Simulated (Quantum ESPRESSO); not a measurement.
# NiSi2: single-point calculation (part 2 of 2)

The same run, continued: NiSi2 (Fm-3m, 3 atoms in the cell); Kohn-Sham DFT of a periodic cell, PBE, SG15 PBE 1.2, spin-polarised (Quantum ESPRESSO 7.5); cutoff 952.4 eV, 9×9×9 k-mesh, fermi-dirac of 0.05 eV, collinear spins. The structure derives from an entry of the Crystallography Open Database. The volume is scaled by 0.94.

Geometry of the input (Å; fractional positions):
```
0.0000  2.6478  2.6478
2.6478  0.0000  2.6478
2.6478  2.6478  0.0000
Ni 0.0000  0.0000  0.0000
Si 0.7500  0.7500  0.7500
Si 0.2500  0.2500  0.2500
```

### What the program printed, continued
```
   -90.0058 -50.4124 -50.4118 -50.4115   4.4126   5.0686   8.6357   9.9296
     9.9862  11.0484  11.1713  12.1047  12.5284  15.4539  18.3898  19.7478
    20.4237  21.5709  23.7365  24.2169  28.1450  28.2207  29.4544

          k =-0.0786-0.3928 0.3928 (  2483 PWs)   bands (ev):

   -90.0058 -50.4123 -50.4118 -50.4114   3.5920   5.9017   8.4695  10.1196
    10.3577  10.6293  11.4371  11.8433  13.2112  15.7587  17.9245  19.2216
    21.7201  21.7451  22.1331  22.9772  26.9492  28.3645  30.3323

          k =-0.0000-0.3143 0.3143 (  2483 PWs)   bands (ev):

   -90.0058 -50.4121 -50.4116 -50.4113   2.4782   6.9745   8.7756  10.0436
    10.5261  11.1079  11.3479  12.1657  14.1558  16.2915  17.5111  18.3067
    20.2529  20.8461  21.7652  24.0022  25.7823  26.6932  30.1552

          k = 0.4714 0.0000-0.0000 (  2465 PWs)   bands (ev):

   -90.0058 -50.4121 -50.4116 -50.4116   2.7255   7.6861   8.9070   9.6693
     9.6693  11.4098  11.8991  12.0210  12.0210  14.6092  16.4146  22.0144
    22.0144  22.3214  22.3367  25.2542  25.2542  27.5186  28.9015

          k = 0.5500 0.0786-0.0786 (  2469 PWs)   bands (ev):

   -90.0058 -50.4123 -50.4117 -50.4116   3.5962   7.1415   8.0037   9.7125
     9.8548  11.1022  11.3397  11.7121  11.9549  14.8388  16.7537  20.9182
    22.1826  23.3154  24.4027  26.5548  26.6887  27.3238  27.7194

          k =-0.0786-0.5500 0.5500 (  2474 PWs)   bands (ev):

   -90.0058 -50.4123 -50.4119 -50.4116   4.6812   6.0539   7.3824   9.5912
    10.0712  10.9492  11.0903  11.8450  11.9685  15.1241  18.1181  19.8707
    21.7183  23.8448  24.4210  24.6363  27.3213  28.6420  29.3443

          k =-0.0000-0.4714 0.4714 (  2492 PWs)   bands (ev):

   -90.0058 -50.4121 -50.4121 -50.4115   4.7490   5.5915   7.4746   9.7978
    10.2541  10.6063  11.3439  11.7027  12.4904  15.3804  18.9198  20.2221
    20.7767  22.7850  22.8020  23.7893  27.0060  29.7605  30.1462

          k = 0.6285 0.0000-0.0000 (  2470 PWs)   bands (ev):

   -90.0058 -50.4125 -50.4117 -50.4117   4.2656   6.9382   7.3349  10.0227
    10.0227  11.1344  11.1344  11.2465  11.5135  14.5844  16.2284  22.5422
    23.4050  23.4050  24.8377  26.5458  26.5458  28.9427  28.9427

          k =-0.0000-0.6285 0.6285 (  2472 PWs)   bands (ev):

   -90.0058 -50.4124 -50.4118 -50.4117   4.8277   6.5182   6.9673   9.7362
    10.1345  10.9278  11.0068  11.5169  11.6362  14.7995  16.6458  21.3776
    23.2259  25.2133  25.2334  25.4023  25.5234  29.4583  29.8598

          k = 0.3143 0.1571-0.0000 (  2486 PWs)   bands (ev):

   -90.0058 -50.4118 -50.4114 -50.4113   1.7460   7.8016   9.2309   9.7061
    10.4578  11.2331  12.2310  12.7849  14.3288  15.7681  17.6402  18.6885
    18.9290  21.0413  21.5737  23.3994  23.5266  27.2561  28.6168

          k = 0.3928 0.2357-0.0786 (  2478 PWs)   bands (ev):

   -90.0058 -50.4122 -50.4116 -50.4114   2.6589   6.7724   9.0532   9.8916
    10.2873  11.1217  11.3624  12.2572  13.4844  16.1074  17.4216  19.1671
    19.5270  21.0317  22.8926  24.7605  25.7737  26.9835  29.3687

          k =-0.2357-0.3928 0.5500 (  2473 PWs)   bands (ev):

   -90.0058 -50.4124 -50.4117 -50.4115   3.8602   5.3765   9.0454   9.6608
    10.2955  10.9842  11.2931  12.1105  12.8498  16.1194  17.1578  19.9016
    20.5067  21.0122  23.2167  24.7819  27.3673  28.2033  28.4794

          k = 0.4714 0.1571-0.0000 (  2461 PWs)   bands (ev):

   -90.0058 -50.4122 -50.4117 -50.4115   2.9610   7.1723   8.9272   9.4025
     9.9613  11.1492  11.4530  11.8815  12.6868  15.3207  17.2395  19.3940
    21.6293  22.2542  23.9228  24.7147  26.3599  26.8377  28.9947

          k =-0.1571-0.4714 0.6285 (  2469 PWs)   bands (ev):

   -90.0058 -50.4123 -50.4118 -50.4116   4.0406   6.2260   8.3433   8.9438
    10.2693  10.9377  11.2907  11.7074  12.4053  15.7570  18.1380  18.8261
    22.0646  22.5007  23.4990  26.1976  26.5734  27.4855  28.7924

          k =-0.0786-0.3928 0.5500 (  2478 PWs)   bands (ev):

   -90.0058 -50.4123 -50.4120 -50.4116   4.8646   5.3434   7.9883   9.0370
    10.4244  10.8444  11.2238  11.7241  12.4451  16.0927  17.8136  20.4174
    21.1352  21.7578  23.0730  25.2121  27.7874  28.2362  29.0780

          k =-0.0000-0.3143 0.4714 (  2477 PWs)   bands (ev):

   -90.0058 -50.4122 -50.4119 -50.4115   3.6542   6.2985   8.2632   9.5356
    10.3394  10.7267  11.5317  11.6185  12.8947  16.5809  17.0955  19.7634
    20.7384  22.6733  22.8725  23.7482  26.1022  28.5558  29.6553

          k =-0.0786-0.5500 0.7071 (  2469 PWs)   bands (ev):

   -90.0058 -50.4124 -50.4118 -50.4117   4.4769   6.8219   7.1576   9.1474
    10.3262  10.9514  11.1374  11.4691  11.9805  15.1519  17.0245  20.2652
    23.4820  23.9684  24.4855  25.3848  26.8900  28.2390  29.3217

          k =-0.0000-0.4714 0.6285 (  2477 PWs)   bands (ev):

   -90.0058 -50.4123 -50.4120 -50.4117   5.2125   6.0125   7.0176   8.7761
    10.5660  10.8356  11.0802  11.5456  12.1549  15.6557  18.2919  19.1303
    22.3037  23.0511  24.7296  26.0098  26.9455  28.0316  28.9079

          k =-0.0786-0.3928 0.7071 (  2474 PWs)   bands (ev):

   -90.0058 -50.4122 -50.4120 -50.4117   5.0895   5.9323   7.7861   7.9382
    10.6717  10.8533  11.1279  11.5004  12.3137  16.7855  17.5872  19.2415
    21.0177  23.3991  24.2865  26.5273  27.1285  27.6762  28.3648

 ------ SPIN DOWN ----------

          k = 0.0000 0.0000 0.0000 (  2445 PWs)   bands (ev):

   -90.0058 -50.4110 -50.4110 -50.4110   0.4847   9.2953   9.2953   9.2953
    11.0702  11.0702  15.1287  16.7240  16.7240  16.7240  17.0857  17.0857
    17.0857  19.8159  19.8159  19.8159  21.8376  21.8376  24.2815

          k = 0.0786 0.0786-0.0786 (  2505 PWs)   bands (ev):

   -90.0058 -50.4112 -50.4111 -50.4111   0.6764   8.9563   9.3556   9.3556
    11.0352  11.0352  14.3064  15.7904  15.8741  15.8741  17.9417  17.9417
    19.0082  19.1674  19.1674  19.4888  23.0879  23.0879  25.1370

          k = 0.1571 0.1571-0.1571 (  2505 PWs)   bands (ev):

   -90.0058 -50.4116 -50.4112 -50.4112   1.2454   8.0005   9.5052   9.5052
    10.9865  10.9865  12.5849  14.9430  14.9430  16.2146  17.6330  17.6330
    18.7610  19.9825  19.9825  20.8990  25.2907  25.2907  27.4395

          k = 0.2357 0.2357-0.2357 (  2473 PWs)   bands (ev):

   -90.0057 -50.4121 -50.4112 -50.4112   2.1704   6.5811   9.6511   9.6511
    11.0509  11.0509  11.4534  14.0656  14.0656  16.6377  17.0636  17.0636
    18.1915  21.7528  21.7528  22.6944  27.6679  27.6679  29.3570

          k = 0.3143 0.3143-0.3143 (  2482 PWs)   bands (ev):

   -90.0057 -50.4125 -50.4113 -50.4113   3.3876   5.0156   9.7152   9.7152
    10.9455  11.2316  11.2316  13.4374  13.4374  16.8007  16.8007  16.8032
    17.9381  23.7167  23.7167  24.6530  26.8190  26.8190  27.3260

          k = 0.1571 0.0000-0.0000 (  2493 PWs)   bands (ev):

   -90.0058 -50.4112 -50.4111 -50.4111   0.7403   8.9793   9.3245   9.3245
    10.9042  11.1218  14.8926  14.9186  14.9186  16.1072  17.6787  18.0169
    19.2325  19.2325  20.1274  20.1274  21.9010  23.8967  25.3756

          k = 0.2357 0.0786-0.0786 (  2494 PWs)   bands (ev):

   -90.0058 -50.4115 -50.4112 -50.4112   1.1836   8.3420   9.4070   9.4560
    10.7231  11.1542  13.0915  14.0978  14.8790  15.7189  17.8112  18.1059
    19.2219  19.8699  20.8435  21.1330  23.3144  25.5472  27.0867

          k = 0.3143 0.1571-0.1571 (  2488 PWs)   bands (ev):

   -90.0057 -50.4120 -50.4113 -50.4113   1.9905   7.1520   9.5503   9.5926
    10.6487  11.2123  11.6689  13.4228  13.9965  15.7750  18.2461  18.2611
    18.8383  19.6030  22.5422  23.0598  25.5989  27.7206  29.2826

          k = 0.3928 0.2357-0.2357 (  2483 PWs)   bands (ev):

   -90.0057 -50.4123 -50.4114 -50.4113   3.1203   5.6455   9.5786   9.6897
    10.6964  11.0788  11.2941  12.9982  13.1596  15.8030  17.5810  18.4680
    18.7777  21.1013  24.3217  24.9887  26.4807  26.8540  28.9488

          k =-0.2357-0.3928 0.3928 (  2472 PWs)   bands (ev):

   -90.0057 -50.4124 -50.4114 -50.4113   3.9448   4.7030   9.4581   9.8007
    10.6643  11.1470  11.2624  12.6462  13.1666  15.9495  17.1952  18.1921
    19.0343  23.2310  23.5100  24.1955  27.3742  27.5677  27.8045

          k =-0.1571-0.3143 0.3143 (  2474 PWs)   bands (ev):

   -90.0057 -50.4122 -50.4114 -50.4113   2.7123   6.1519   9.3424   9.8514
    10.8450  11.0621  11.2759  12.7228  13.9448  16.3204  17.0442  17.7819
    19.5231  21.4452  22.0178  24.9322  26.0154  27.9046  29.5827

          k =-0.0786-0.2357 0.2357 (  2488 PWs)   bands (ev):

   -90.0058 -50.4118 -50.4113 -50.4112   1.6823   7.5652   9.2874   9.7311
    10.7560  11.1485  12.0433  13.1868  15.0834  16.8908  17.0403  17.3282
    19.6830  20.0399  20.4825  23.0600  24.5468  27.5947  28.5347

          k =-0.0000-0.1571 0.1571 (  2503 PWs)   bands (ev):

   -90.0058 -50.4114 -50.4112 -50.4111   0.9939   8.5294   9.2980   9.5098
    10.8830  11.0887  13.7126  13.7403  16.3733  16.4305  16.8891  18.0550
    18.7344  19.3351  20.2068  20.9249  23.0189  25.1698  26.4081

          k = 0.3143 0.0000-0.0000 (  2501 PWs)   bands (ev):

   -90.0058 -50.4116 -50.4113 -50.4113   1.4986   8.3072   9.4340   9.4340
    10.3120  11.2547  13.2986  13.2986  13.6935  14.6891  16.9061  19.7409
    20.7830  20.7830  22.0823  22.1246  22.1246  25.8987  27.9609

          k = 0.3928 0.0786-0.0786 (  2482 PWs)   bands (ev):

   -90.0057 -50.4119 -50.4114 -50.4114   2.1787   7.6455   9.4611   9.5587
     9.9484  11.3259  11.8418  12.6633  13.0812  15.0053  17.1290  20.0352
    20.5100  20.8553  23.6845  23.8144  23.9272  27.3059  29.2953

          k = 0.4714 0.1571-0.1571 (  2473 PWs)   bands (ev):

   -90.0057 -50.4122 -50.4116 -50.4115   3.1917   6.4510   9.0745   9.7354
     9.9146  11.0791  11.3337  12.3086  12.5493  15.2691  18.4155  19.0762
    20.4088  20.9914  25.1151  25.9319  26.0788  26.7210  27.6757

          k =-0.1571-0.4714 0.4714 (  2467 PWs)   bands (ev):

   -90.0057 -50.4123 -50.4117 -50.4114   4.4126   5.0686   8.6357   9.9296
     9.9862  11.0484  11.1714  12.1047  12.5284  15.4540  18.3899  19.7478
    20.4237  21.5710  23.7365  24.2170  28.1450  28.2207  29.4544

          k =-0.0786-0.3928 0.3928 (  2483 PWs)   bands (ev):

   -90.0057 -50.4122 -50.4117 -50.4114   3.5920   5.9018   8.4695  10.1197
    10.3577  10.6293  11.4372  11.8434  13.2113  15.7587  17.9246  19.2217
    21.7202  21.7452  22.1332  22.9772  26.9492  28.3646  30.3327

          k =-0.0000-0.3143 0.3143 (  2483 PWs)   bands (ev):

   -90.0057 -50.4120 -50.4116 -50.4113   2.4782   6.9746   8.7756  10.0436
    10.5261  11.1080  11.3479  12.1657  14.1558  16.2915  17.5111  18.3067
    20.2529  20.8462  21.7653  24.0023  25.7823  26.6932  30.1552

          k = 0.4714 0.0000-0.0000 (  2465 PWs)   bands (ev):

   -90.0057 -50.4121 -50.4115 -50.4115   2.7255   7.6861   8.9070   9.6693
     9.6693  11.4099  11.8991  12.0210  12.0210  14.6093  16.4146  22.0145
    22.0145  22.3215  22.3367  25.2543  25.2543  27.5186  28.9015

          k = 0.5500 0.0786-0.0786 (  2469 PWs)   bands (ev):

   -90.0057 -50.4123 -50.4116 -50.4116   3.5962   7.1415   8.0037   9.7125
     9.8548  11.1022  11.3398  11.7121  11.9549  14.8388  16.7538  20.9183
    22.1826  23.3154  24.4027  26.5549  26.6888  27.3238  27.7194

          k =-0.0786-0.5500 0.5500 (  2474 PWs)   bands (ev):

   -90.0057 -50.4123 -50.4119 -50.4116   4.6812   6.0539   7.3824   9.5912
    10.0713  10.9493  11.0903  11.8450  11.9685  15.1242  18.1182  19.8708
    21.7183  23.8449  24.4210  24.6363  27.3213  28.6420  29.3443

          k =-0.0000-0.4714 0.4714 (  2492 PWs)   bands (ev):

   -90.0057 -50.4121 -50.4121 -50.4115   4.7490   5.5915   7.4746   9.7978
    10.2542  10.6063  11.3440  11.7027  12.4904  15.3804  18.9199  20.2221
    20.7767  22.7850  22.8020  23.7893  27.0060  29.7605  30.1462

          k = 0.6285 0.0000-0.0000 (  2470 PWs)   bands (ev):

   -90.0057 -50.4124 -50.4117 -50.4117   4.2657   6.9382   7.3349  10.0228
    10.0228  11.1344  11.1344  11.2466  11.5136  14.5844  16.2285  22.5422
    23.4051  23.4051  24.8377  26.5459  26.5459  28.9428  28.9433

          k =-0.0000-0.6285 0.6285 (  2472 PWs)   bands (ev):

   -90.0057 -50.4124 -50.4117 -50.4116   4.8278   6.5182   6.9673   9.7363
    10.1345  10.9278  11.0068  11.5169  11.6362  14.7996  16.6458  21.3776
    23.2260  25.2134  25.2334  25.4024  25.5234  29.4583  29.8596

          k = 0.3143 0.1571-0.0000 (  2486 PWs)   bands (ev):

   -90.0058 -50.4118 -50.4114 -50.4112   1.7460   7.8016   9.2309   9.7061
    10.4578  11.2331  12.2310  12.7849  14.3288  15.7682  17.6402  18.6885
    18.9290  21.0414  21.5737  23.3995  23.5266  27.2561  28.6169

          k = 0.3928 0.2357-0.0786 (  2478 PWs)   bands (ev):

   -90.0057 -50.4121 -50.4115 -50.4113   2.6589   6.7724   9.0532   9.8917
    10.2873  11.1217  11.3624  12.2572  13.4844  16.1074  17.4217  19.1671
    19.5270  21.0317  22.8926  24.7605  25.7737  26.9835  29.3687

          k =-0.2357-0.3928 0.5500 (  2473 PWs)   bands (ev):

   -90.0057 -50.4123 -50.4116 -50.4114   3.8602   5.3766   9.0454   9.6608
    10.2955  10.9842  11.2931  12.1106  12.8498  16.1195  17.1579  19.9017
    20.5068  21.0123  23.2168  24.7819  27.3673  28.2033  28.4794

          k = 0.4714 0.1571-0.0000 (  2461 PWs)   bands (ev):

   -90.0057 -50.4121 -50.4116 -50.4115   2.9611   7.1723   8.9272   9.4025
     9.9614  11.1492  11.4530  11.8815  12.6868  15.3208  17.2395  19.3940
    21.6293  22.2543  23.9228  24.7147  26.3599  26.8377  28.9932

          k =-0.1571-0.4714 0.6285 (  2469 PWs)   bands (ev):

   -90.0057 -50.4122 -50.4118 -50.4115   4.0407   6.2260   8.3433   8.9438
    10.2693  10.9377  11.2907  11.7074  12.4053  15.7571  18.1380  18.8261
    22.0646  22.5007  23.4990  26.1976  26.5734  27.4856  28.7924

          k =-0.0786-0.3928 0.5500 (  2478 PWs)   bands (ev):

   -90.0057 -50.4122 -50.4119 -50.4115   4.8646   5.3434   7.9884   9.0370
    10.4244  10.8445  11.2238  11.7242  12.4451  16.0927  17.8136  20.4175
    21.1352  21.7579  23.0731  25.2121  27.7875  28.2362  29.0780

          k =-0.0000-0.3143 0.4714 (  2477 PWs)   bands (ev):

   -90.0057 -50.4122 -50.4118 -50.4114   3.6542   6.2985   8.2632   9.5356
    10.3394  10.7267  11.5317  11.6185  12.8947  16.5809  17.0955  19.7634
    20.7385  22.6734  22.8726  23.7482  26.1022  28.5559  29.6554

          k =-0.0786-0.5500 0.7071 (  2469 PWs)   bands (ev):

   -90.0057 -50.4123 -50.4117 -50.4116   4.4769   6.8219   7.1576   9.1474
    10.3262  10.9514  11.1374  11.4692  11.9805  15.1519  17.0245  20.2652
    23.4820  23.9685  24.4855  25.3848  26.8900  28.2391  29.3218

          k =-0.0000-0.4714 0.6285 (  2477 PWs)   bands (ev):

   -90.0057 -50.4122 -50.4119 -50.4116   5.2125   6.0125   7.0177   8.7761
    10.5661  10.8356  11.0803  11.5456  12.1549  15.6557  18.2919  19.1304
    22.3038  23.0512  24.7296  26.0099  26.9456  28.0316  28.9080

          k =-0.0786-0.3928 0.7071 (  2474 PWs)   bands (ev):

   -90.0057 -50.4121 -50.4120 -50.4116   5.0895   5.9323   7.7861   7.9382
    10.6717  10.8533  11.1279  11.5004  12.3137  16.7856  17.5873  19.2416
    21.0177  23.3992  24.2865  26.5274  27.1286  27.6763  28.3649

     the Fermi energy is    14.9809 ev

!    total energy              =    -324.14396773 Ry
     estimated scf accuracy    <          9.0E-11 Ry
     smearing contrib. (-TS)   =      -0.00068600 Ry
     internal energy E=F+TS    =    -324.14328174 Ry

     The total energy is F=E-TS. E is the sum of the following terms:
     one-electron contribution =    -221.58334142 Ry
     hartree contribution      =     122.51663597 Ry
     xc contribution           =     -35.41130618 Ry
     ewald contribution        =    -189.66527009 Ry

     total magnetization       =     0.00 Bohr mag/cell
     absolute magnetization    =     0.00 Bohr mag/cell

     convergence has been achieved in  12 iterations

     Forces acting on atoms (cartesian axes, Ry/au):

     atom    1 type  1   force =     0.00000000   -0.00000000   -0.00000000
     atom    2 type  2   force =     0.00000000    0.00000000   -0.00000000
     atom    3 type  2   force =     0.00000000    0.00000000    0.00000000

     Total force =     0.000000     Total SCF correction =     0.000000

     Computing stress (Cartesian axis) and pressure

          total   stress  (Ry/bohr**3)                   (kbar)     P=      159.13
   0.00108177  -0.00000000  -0.00000000          159.13       -0.00       -0.00
  -0.00000000   0.00108177  -0.00000000           -0.00      159.13       -0.00
  -0.00000000  -0.00000000   0.00108177           -0.00       -0.00      159.13

=------------------------------------------------------------------------------=
   JOB DONE.
=------------------------------------------------------------------------------=
```

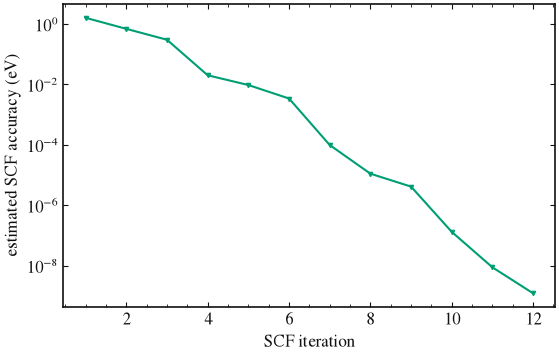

*Convergence of the self-consistent field: estimated SCF accuracy against the iteration.*

The field takes 12 iterations in all.
